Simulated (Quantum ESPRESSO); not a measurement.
**Run report: Ca, molecular dynamics (part 1 of 3)**

The run: molecular dynamics of Ca (P-1, 2 atoms in the cell). Method and program: Kohn-Sham DFT of a periodic cell, PBE with rVV10, PseudoDojo 0.4 SR PBE stringent, no spin polarisation (Quantum ESPRESSO 7.5).

The structure derives from a Materials Project entry.

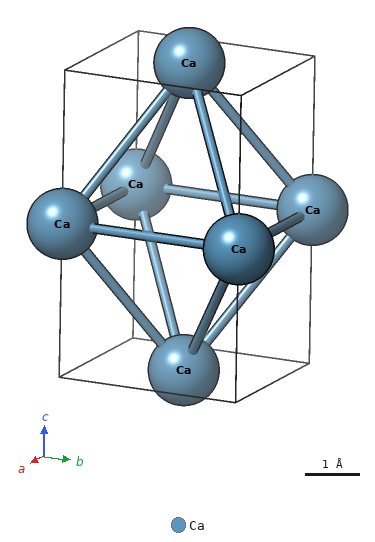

The structure as given in the input (ball-and-stick view of the cell of the calculation, seen slightly off an axis). An atom can appear more than once, as a periodic image. Near neighbours in the periodic cell (some may lie outside the picture): Ca has 12 Ca at 3.76 to 4.31 Å.

The input
```
&CONTROL
  calculation = 'md'
  prefix = 'pwscf'
  outdir = './tmp'
  pseudo_dir = './pseudo'
  tprnfor = .true.
  disk_io = 'low'
  nstep = 20
  dt = 40
/
&SYSTEM
  ibrav = 0
  nat = 2
  ntyp = 1
  ecutwfc = 68
  nbnd = 16
  input_dft = 'sla+pw+pbx+pbc+vv10'
  occupations = 'smearing'
  smearing = 'fd'
  degauss = 0.00367493
  nosym = .true.
/
&ELECTRONS
  conv_thr = 1d-08
  electron_maxstep = 120
  mixing_beta = 0.5
/
&IONS
  ion_temperature = 'berendsen'
  tempw = 600
  nraise = 5
  pot_extrapolation = 'second_order'
  wfc_extrapolation = 'second_order'
/
ATOMIC_SPECIES
Ca    40.0780 Ca.upf
CELL_PARAMETERS bohr
  -4.1198050390    3.8638298246   -4.5530180823
  -4.1288828298    4.0292360972    4.7029642032
   7.9611532832    7.6062488087    0.1343806924
ATOMIC_POSITIONS bohr
Ca     3.8601098471   11.5298122999    0.2027428463
Ca     3.9572761434    3.8260938740    0.0738012527
K_POINTS automatic
4 4 3 0 0 0
```

Command:
```bash
OMP_NUM_THREADS=1 pw.x -in pw.in > pw.out
```

Output
```
This program is part of the open-source Quantum ESPRESSO suite
     for quantum simulation of materials; please cite
         "P. Giannozzi et al., J. Phys.:Condens. Matter 21 395502 (2009);
         "P. Giannozzi et al., J. Phys.:Condens. Matter 29 465901 (2017);
         "P. Giannozzi et al., J. Chem. Phys. 152 154105 (2020);
          URL
     in publications or presentations arising from this work. More details at

     IMPORTANT: XC functional enforced from input :
     Exchange-correlation= SLA+PW+PBX+PBC+VV10
                           (   1   4   3   4  26   0   0)
     Any further DFT definition will be discarded
     Please, verify this is what you really want

     G-vector sticks info
     --------------------
     sticks:   dense  smooth     PW     G-vecs:    dense   smooth      PW
     Sum        1143    1143    325                44001    44001    6713

     Using Slab Decomposition

     bravais-lattice index     =            0
     lattice parameter (alat)  =       7.2548  a.u.
     unit-cell volume          =     580.9900 (a.u.)^3
     number of atoms/cell      =            2
     number of atomic types    =            1
     number of electrons       =        20.00
     number of Kohn-Sham states=           16
     kinetic-energy cutoff     =      68.0000  Ry
     charge density cutoff     =     272.0000  Ry
     scf convergence threshold =      1.0E-08
     mixing beta               =       0.5000
     number of iterations used =            8  plain     mixing
     energy convergence thresh.=      0.0E+00
     force convergence thresh. =      0.0E+00
     Exchange-correlation= SLA+PW+PBX+PBC+VV10
                           (   1   4   3   4  26   0   0)
     nstep                     =           20

     celldm(1)=   7.254788  celldm(2)=   0.000000  celldm(3)=   0.000000
     celldm(4)=   0.000000  celldm(5)=   0.000000  celldm(6)=   0.000000

     crystal axes: (cart. coord. in units of alat)
               a(1) = (  -0.567874   0.532590  -0.627588 )
               a(2) = (  -0.569125   0.555390   0.648257 )
               a(3) = (   1.097365   1.048445   0.018523 )

     reciprocal axes: (cart. coord. in units 2 pi/alat)
               b(1) = ( -0.439921  0.474452 -0.792705 )
               b(2) = ( -0.438924  0.445705  0.775399 )
               b(3) = (  0.455981  0.476679 -0.008071 )

     PseudoPot. # 1 for Ca read from file:
     Ca.upf
     Pseudo is Norm-conserving + core correction, Zval = 10.0
     Generated using ONCVPSP code by D. R. Hamann
     Using radial grid of 1766 points,  6 beta functions with:
                l(1) =   0
                l(2) =   0
                l(3) =   1
                l(4) =   1
                l(5) =   2
                l(6) =   2

     atomic species   valence    mass     pseudopotential
     Ca               10.00    40.07800     Ca( 1.00)

     No symmetry found

   Cartesian axes

     site n.     atom                  positions (alat units)
         1        Ca     tau(   1) = (   0.5320776   1.5892694   0.0279461  )
         2        Ca     tau(   2) = (   0.5454710   0.5273888   0.0101728  )

     number of k points=    26  Fermi-Dirac smearing, width (Ry)=  0.0037
                       cart. coord. in units 2pi/alat
        k(    1) = (   0.0000000   0.0000000   0.0000000), wk =   0.0416667
        k(    2) = (   0.1519937   0.1588929  -0.0026904), wk =   0.0833333
        k(    3) = (  -0.1097309   0.1114261   0.1938498), wk =   0.0833333
        k(    4) = (   0.0422628   0.2703190   0.1911594), wk =   0.0833333
        k(    5) = (  -0.2617246  -0.0474668   0.1965402), wk =   0.0833333
        k(    6) = (   0.2194618  -0.2228523  -0.3876996), wk =   0.0416667
        k(    7) = (   0.3714555  -0.0639594  -0.3903900), wk =   0.0833333
        k(    8) = (  -0.1099802   0.1186130  -0.1981761), wk =   0.0833333
        k(    9) = (   0.0420135   0.2775059  -0.2008665), wk =   0.0833333
        k(   10) = (  -0.2619739  -0.0402799  -0.1954857), wk =   0.0833333
        k(   11) = (  -0.2197111   0.2300392  -0.0043263), wk =   0.0833333
        k(   12) = (  -0.0677174   0.3889321  -0.0070167), wk =   0.0833333
        k(   13) = (  -0.3717048   0.0711463  -0.0016359), wk =   0.0833333
        k(   14) = (   0.1094816  -0.1042393  -0.5858757), wk =   0.0833333
        k(   15) = (   0.2614754   0.0546536  -0.5885661), wk =   0.0833333
        k(   16) = (  -0.0425121  -0.2631322  -0.5831853), wk =   0.0833333
        k(   17) = (  -0.0002493   0.0071869  -0.3920259), wk =   0.0833333
        k(   18) = (   0.1517444   0.1660798  -0.3947163), wk =   0.0833333
        k(   19) = (  -0.1522430  -0.1517060  -0.3893355), wk =   0.0833333
        k(   20) = (   0.2199604  -0.2372261   0.3963523), wk =   0.0416667
        k(   21) = (   0.3719541  -0.0783332   0.3936619), wk =   0.0833333
        k(   22) = (   0.1102295  -0.1257999   0.5902020), wk =   0.0833333
        k(   23) = (   0.2622232   0.0330930   0.5875117), wk =   0.0833333
        k(   24) = (  -0.0417642  -0.2846928   0.5928924), wk =   0.0833333
        k(   25) = (   0.4394222  -0.4600783   0.0086527), wk =   0.0416667
        k(   26) = (   0.5914159  -0.3011854   0.0059623), wk =   0.0833333

     Dense  grid:    44001 G-vectors     FFT dimensions: (  40,  40,  60)

     Initial potential from superposition of free atoms

     starting charge      19.9901, renormalised to      20.0000

Carrying out rVV10 run using the following parameters:
Nqs =      20    Nr_points =    1024   r_max =   100.000
b_value =  6.30000    beta =  0.00901
     q_mesh =  0.00010000  0.00030000  0.00058939  0.00100810
               0.00161396  0.00249058  0.00375900  0.00559430
               0.00824984  0.01209221  0.01765183  0.02569619
               0.03733578  0.05417739  0.07854596  0.11380545
               0.16482331  0.23864234  0.34545298  0.50000000

Gradients computed in Reciprocal space

     Starting wfcs are   10 randomized atomic wfcs +    6 random wfcs

     Self-consistent Calculation

     iteration #  1     ecut=    68.00 Ry     beta= 0.50
     Davidson diagonalization with overlap
     ethr =  1.00E-02,  avg # of iterations =  9.7

     Threshold (ethr) on eigenvalues was too large:
     Diagonalizing with lowered threshold

     Davidson diagonalization with overlap
     c_bands:  2 eigenvalues not converged
     c_bands:  1 eigenvalues not converged
     c_bands:  2 eigenvalues not converged
     c_bands:  1 eigenvalues not converged
     c_bands:  1 eigenvalues not converged
     c_bands:  1 eigenvalues not converged
     c_bands:  2 eigenvalues not converged
     c_bands:  1 eigenvalues not converged
     ethr =  1.40E-05,  avg # of iterations = 15.7

     total energy              =    -154.71494847 Ry
     estimated scf accuracy    <       0.00244426 Ry

     iteration #  2     ecut=    68.00 Ry     beta= 0.50
     Davidson diagonalization with overlap
     ethr =  1.22E-05,  avg # of iterations =  1.8

     total energy              =    -154.71527606 Ry
     estimated scf accuracy    <       0.00056394 Ry

     iteration #  3     ecut=    68.00 Ry     beta= 0.50
     Davidson diagonalization with overlap
     c_bands:  1 eigenvalues not converged
     c_bands:  1 eigenvalues not converged
     ethr =  2.82E-06,  avg # of iterations =  5.0

     total energy              =    -154.71530826 Ry
     estimated scf accuracy    <       0.00001578 Ry

     iteration #  4     ecut=    68.00 Ry     beta= 0.50
     Davidson diagonalization with overlap
     ethr =  7.89E-08,  avg # of iterations =  5.2

     total energy              =    -154.71531310 Ry
     estimated scf accuracy    <       0.00000196 Ry

     iteration #  5     ecut=    68.00 Ry     beta= 0.50
     Davidson diagonalization with overlap
     c_bands:  1 eigenvalues not converged
     ethr =  9.81E-09,  avg # of iterations =  3.5

     total energy              =    -154.71531352 Ry
     estimated scf accuracy    <       0.00000018 Ry

     iteration #  6     ecut=    68.00 Ry     beta= 0.50
     Davidson diagonalization with overlap
     ethr =  9.05E-10,  avg # of iterations =  4.3

     total energy              =    -154.71531356 Ry
     estimated scf accuracy    <       0.00000003 Ry

     iteration #  7     ecut=    68.00 Ry     beta= 0.50
     Davidson diagonalization with overlap
     ethr =  1.41E-10,  avg # of iterations =  3.7

     End of self-consistent calculation

          k = 0.0000 0.0000 0.0000 (  5507 PWs)   bands (ev):

   -37.1668 -37.1503 -18.2203 -18.1335 -18.1009 -18.0932 -18.0789 -18.0739
     0.8350   4.2600   5.3509   5.7403   6.8777   7.1768   7.6422   7.7596

          k = 0.1520 0.1589-0.0027 (  5493 PWs)   bands (ev):

   -37.1627 -37.1545 -18.1873 -18.1207 -18.1187 -18.0973 -18.0911 -18.0875
     1.3943   2.8846   6.0258   6.2239   6.6950   7.2778   7.3636   7.8644

          k =-0.1097 0.1114 0.1938 (  5510 PWs)   bands (ev):

   -37.1623 -37.1507 -18.1972 -18.1520 -18.1241 -18.1044 -18.1006 -18.0815
     1.5435   4.8200   5.3322   5.3700   6.4993   6.9267   7.6814   7.9808

          k = 0.0423 0.2703 0.1912 (  5505 PWs)   bands (ev):

   -37.1597 -37.1533 -18.1986 -18.1602 -18.1263 -18.0981 -18.0933 -18.0840
     2.0708   3.4366   5.4653   6.1329   6.3321   6.6877   7.8516   7.9245

          k =-0.2617-0.0475 0.1965 (  5504 PWs)   bands (ev):

   -37.1591 -37.1539 -18.1919 -18.1595 -18.1205 -18.1091 -18.1035 -18.0761
     2.0494   3.4667   5.4913   6.0953   6.2305   6.9651   7.6284   7.8789

          k = 0.2195-0.2229-0.3877 (  5516 PWs)   bands (ev):

   -37.1547 -37.1541 -18.1705 -18.1701 -18.1480 -18.1438 -18.0939 -18.0921
     3.3800   3.4023   5.6423   5.6767   6.0695   6.1397   7.9760   7.9782

          k = 0.3715-0.0640-0.3904 (  5518 PWs)   bands (ev):

   -37.1548 -37.1540 -18.2060 -18.2037 -18.1270 -18.1125 -18.0910 -18.0779
     3.6699   3.7058   4.8736   4.9159   6.3733   6.6350   7.6054   7.8105

          k =-0.1100 0.1186-0.1982 (  5507 PWs)   bands (ev):

   -37.1615 -37.1498 -18.1982 -18.1523 -18.1327 -18.1110 -18.0984 -18.0832
     1.5840   4.8481   5.3420   5.4778   6.5748   7.0623   7.5489   7.8609

          k = 0.0420 0.2775-0.2009 (  5493 PWs)   bands (ev):

   -37.1576 -37.1537 -18.1794 -18.1716 -18.1369 -18.1048 -18.0993 -18.0846
     2.1589   3.3901   5.5361   6.2955   6.3796   6.7953   7.7019   7.7396

          k =-0.2620-0.0403-0.1955 (  5506 PWs)   bands (ev):

   -37.1595 -37.1518 -18.2087 -18.1517 -18.1194 -18.1127 -18.1064 -18.0774
     2.0392   3.5773   5.6236   6.1015   6.2285   6.9207   7.6472   7.7421

          k =-0.2197 0.2300-0.0043 (  5499 PWs)   bands (ev):

   -37.1602 -37.1472 -18.1989 -18.1598 -18.1513 -18.1285 -18.0965 -18.0892
     1.9686   4.9558   5.2257   6.2692   6.2857   6.6217   7.1780   7.8719

          k =-0.0677 0.3889-0.0070 (  5508 PWs)   bands (ev):

   -37.1565 -37.1510 -18.1707 -18.1643 -18.1468 -18.1269 -18.1122 -18.1045
     2.5371   3.6637   5.8636   6.3843   6.4021   6.6107   7.4384   7.5438

          k =-0.3717 0.0711-0.0016 (  5500 PWs)   bands (ev):

   -37.1574 -37.1500 -18.1872 -18.1443 -18.1432 -18.1247 -18.1165 -18.1094
     2.4049   3.8730   5.9146   6.3660   6.3820   6.5559   7.2685   7.5576

          k = 0.1095-0.1042-0.5859 (  5508 PWs)   bands (ev):

   -37.1550 -37.1483 -18.1817 -18.1799 -18.1623 -18.1315 -18.1173 -18.1094
     3.4972   4.2396   5.3974   5.7242   5.7438   6.5455   7.8969   8.2343

          k = 0.2615 0.0547-0.5886 (  5515 PWs)   bands (ev):

   -37.1536 -37.1497 -18.2003 -18.1896 -18.1419 -18.1368 -18.1166 -18.0973
     3.9411   4.5860   4.7254   5.2703   6.0142   6.7553   7.3623   7.8773

          k =-0.0425-0.2631-0.5832 (  5505 PWs)   bands (ev):

   -37.1530 -37.1502 -18.1899 -18.1771 -18.1538 -18.1393 -18.1272 -18.0953
     3.8287   4.5759   4.8640   5.3445   6.1628   6.6705   7.1929   7.7729

          k =-0.0002 0.0072-0.3920 (  5503 PWs)   bands (ev):

   -37.1554 -37.1518 -18.1711 -18.1433 -18.1429 -18.1314 -18.1259 -18.1194
     2.5106   5.1111   5.2381   5.4138   6.2130   7.2192   7.4786   7.7690

          k = 0.1517 0.1661-0.3947 (  5498 PWs)   bands (ev):

   -37.1537 -37.1535 -18.1911 -18.1794 -18.1491 -18.1285 -18.0954 -18.0907
     3.0217   4.1331   5.3641   5.6839   5.7929   6.6566   7.8047   8.0447

          k =-0.1522-0.1517-0.3893 (  5502 PWs)   bands (ev):

   -37.1553 -37.1518 -18.1987 -18.1714 -18.1445 -18.1329 -18.0958 -18.0908
     2.9344   4.2760   5.3472   5.7551   5.7806   6.5241   7.9080   7.9189

          k = 0.2200-0.2372 0.3964 (  5516 PWs)   bands (ev):

   -37.1528 -37.1526 -18.1886 -18.1881 -18.1405 -18.1397 -18.0972 -18.0957
     3.5123   3.5266   5.6428   5.6704   6.1700   6.2408   7.8220   7.8386

          k = 0.3720-0.0783 0.3937 (  5489 PWs)   bands (ev):

   -37.1541 -37.1514 -18.2238 -18.2025 -18.1291 -18.1244 -18.0900 -18.0797
     3.7091   3.8781   4.8501   5.1198   6.4213   6.6412   7.5869   7.6196

          k = 0.1102-0.1258 0.5902 (  5489 PWs)   bands (ev):

   -37.1541 -37.1475 -18.1941 -18.1923 -18.1608 -18.1284 -18.1154 -18.1066
     3.5893   4.3053   5.3888   5.6866   5.7484   6.5953   7.8330   8.2050

          k = 0.2622 0.0331 0.5875 (  5483 PWs)   bands (ev):

   -37.1515 -37.1501 -18.2048 -18.1938 -18.1426 -18.1370 -18.1195 -18.1003
     4.0571   4.5637   4.7377   5.3898   6.0254   6.6749   7.4556   7.7607

          k =-0.0418-0.2847 0.5929 (  5484 PWs)   bands (ev):

   -37.1534 -37.1482 -18.2136 -18.1893 -18.1417 -18.1403 -18.1205 -18.0924
     3.8757   4.6838   4.9659   5.2577   6.0838   6.6572   7.1809   7.9325

          k = 0.4394-0.4601 0.0087 (  5488 PWs)   bands (ev):

   -37.1535 -37.1442 -18.2108 -18.1987 -18.1668 -18.1531 -18.1182 -18.0971
     4.1248   4.7497   5.0586   5.1556   5.7450   7.2000   8.6152   8.8341

          k = 0.5914-0.3012 0.0060 (  5482 PWs)   bands (ev):

   -37.1512 -37.1465 -18.1980 -18.1834 -18.1619 -18.1508 -18.1357 -18.1162
     4.5931   4.9948   5.0531   5.1089   5.9990   6.6658   7.4773   7.6266

     the Fermi energy is     4.8581 ev

!    total energy              =    -154.71531357 Ry
     estimated scf accuracy    <          3.1E-09 Ry
     smearing contrib. (-TS)   =      -0.00186071 Ry
     internal energy E=F+TS    =    -154.71345285 Ry

     convergence has been achieved in   7 iterations

     Forces acting on atoms (cartesian axes, Ry/au):

     atom    1 type  1   force =    -0.00036369    0.00047957    0.00041057
     atom    2 type  1   force =     0.00036369   -0.00047957   -0.00041057

     Total force =     0.001030     Total SCF correction =     0.000062

     Molecular Dynamics Calculation

     Starting temperature  =   600.00 K

     temperature is controlled by soft (Berendsen) velocity rescaling
     Characteristic time =  5*timestep
     mass Ca               =    40.08
     Time step             =    40.00 a.u.,  1.9351 femto-seconds

     Entering Dynamics:    iteration =     1
                           time      =   0.0019 pico-seconds

     Soft (Berendsen) velocity rescaling

ATOMIC_POSITIONS (bohr)
Ca               3.8553382480       11.5301825136        0.2178135582
Ca               3.9620477425        3.8257236603        0.0587305408

     kinetic energy (Ekin) =           0.00570026 Ry
     temperature           =         600.00000000 K
     Ekin + Etot (const)   =        -154.70961330 Ry

     Linear momentum :    0.0000000000    0.0000000000   -0.0000000000

     NEW-OLD atomic charge density approx. for the potential

     Self-consistent Calculation

     iteration #  1     ecut=    68.00 Ry     beta= 0.50
     Davidson diagonalization with overlap
     ethr =  1.00E-06,  avg # of iterations =  6.1

     Threshold (ethr) on eigenvalues was too large:
     Diagonalizing with lowered threshold

     Davidson diagonalization with overlap
     ethr =  1.35E-08,  avg # of iterations =  5.3

     total energy              =    -154.71531501 Ry
     estimated scf accuracy    <       0.00000283 Ry

     iteration #  2     ecut=    68.00 Ry     beta= 0.50
     Davidson diagonalization with overlap
     ethr =  1.41E-08,  avg # of iterations =  2.0

     total energy              =    -154.71531565 Ry
     estimated scf accuracy    <       0.00000148 Ry

     iteration #  3     ecut=    68.00 Ry     beta= 0.50
     Davidson diagonalization with overlap
     ethr =  7.39E-09,  avg # of iterations =  1.5

     total energy              =    -154.71531591 Ry
     estimated scf accuracy    <       0.00000010 Ry

[... 41 further cycles ...]
     iteration #  2     ecut=    68.00 Ry     beta= 0.50
     Davidson diagonalization with overlap
     ethr =  8.38E-11,  avg # of iterations =  2.2

     End of self-consistent calculation

          k = 0.0000 0.0000 0.0000 (  5507 PWs)   bands (ev):

   -37.1752 -37.1569 -18.2378 -18.1405 -18.1062 -18.1001 -18.0847 -18.0804
     0.8366   4.2644   5.3506   5.7547   6.8775   7.1332   7.6051   7.7763

          k = 0.1520 0.1589-0.0027 (  5493 PWs)   bands (ev):

   -37.1708 -37.1612 -18.2055 -18.1416 -18.1125 -18.1036 -18.0960 -18.0922
     1.3963   2.8885   6.0168   6.1874   6.6532   7.2020   7.3858   7.8909

          k =-0.1097 0.1114 0.1938 (  5510 PWs)   bands (ev):

   -37.1710 -37.1569 -18.2170 -18.1593 -18.1319 -18.1099 -18.1028 -18.0879
     1.5444   4.8227   5.3279   5.3727   6.5030   6.9017   7.6851   7.9248

          k = 0.0423 0.2703 0.1912 (  5505 PWs)   bands (ev):

   -37.1679 -37.1600 -18.2162 -18.1691 -18.1325 -18.1071 -18.0959 -18.0886
     2.0722   3.4402   5.4534   6.1177   6.3122   6.6594   7.8178   7.9834

          k =-0.2617-0.0475 0.1965 (  5504 PWs)   bands (ev):

   -37.1674 -37.1605 -18.2058 -18.1761 -18.1251 -18.1136 -18.1072 -18.0817
     2.0512   3.4696   5.4839   6.0857   6.2106   6.9344   7.6327   7.8873

          k = 0.2195-0.2229-0.3877 (  5516 PWs)   bands (ev):
```
